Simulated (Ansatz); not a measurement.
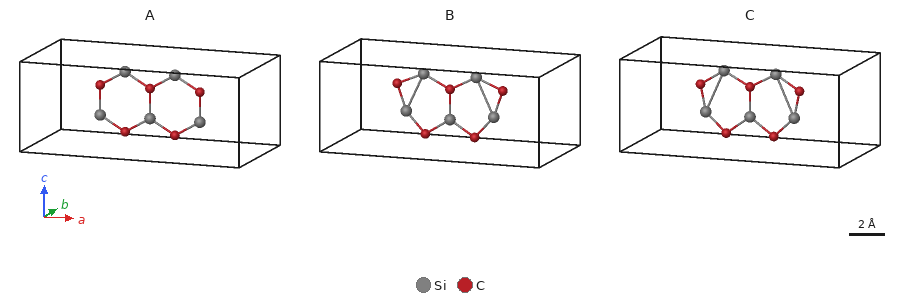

3 geometries from one relaxation of a wire of composition SiC, in shuffled order. Style: ball-and-stick. Shown: the cell of the calculation, with the vacuum cut short, slightly off an axis.

Case: armchair ribbon, 5 formula units a period.

The calculation used Ansatz 0.2.0, DFT PBE, scalar-relativistic, plane waves, PAW. Settings: plane-wave cutoff 420 eV; k-point mesh 1 × 1 × 6; occupations gaussian; smearing width 0.05 eV; no spin polarisation; cell relaxed at fixed a, b, alpha, beta, gamma; force threshold 0.02 eV/Å; at most 45 steps.

> Order the frames from highest to lowest energy.

A, C, B. They are steps 0, 3, 10, at +1.252 eV per cell of the calculation, +0.441 eV per cell of the calculation relative to the last. Over 9 accepted moves (10 points after the start) the energy falls by 1.252 eV per cell of the calculation. The largest force component goes from 2.3 to 0.0035 eV/Å. The SCF was repeated once at an unchanged geometry on a basis and grid sized afresh for the cell, which shifted the energy by 0.7 meV per cell of the calculation at most. The largest moves relative to the centre of the atoms, 0.46 Å, are those of Si atoms. By element the largest moves are Si 0.46 Å, C 0.19 Å. Along the periodic axis the drawn cell goes c 5.363 → 5.384 Å (+0.4 %). Among the contacts that change: Si–Si 3.097 → 2.537 Å, Si–Si 3.097 → 2.736 Å, C–Si 1.788 → 1.700 Å, C–Si 1.788 → 1.830 Å. Bond angles that change, for instance: C–Si–C 120.0° → 156.6°, Si–C–Si 120.0° → 93.5°, Si–C–Si 120.0° → 100.6°. Cost: 16 s on 4 threads of AMD EPYC 9R45 96-Core Processor (Zen 5), on a shared host, peak memory 0.9 GiB.
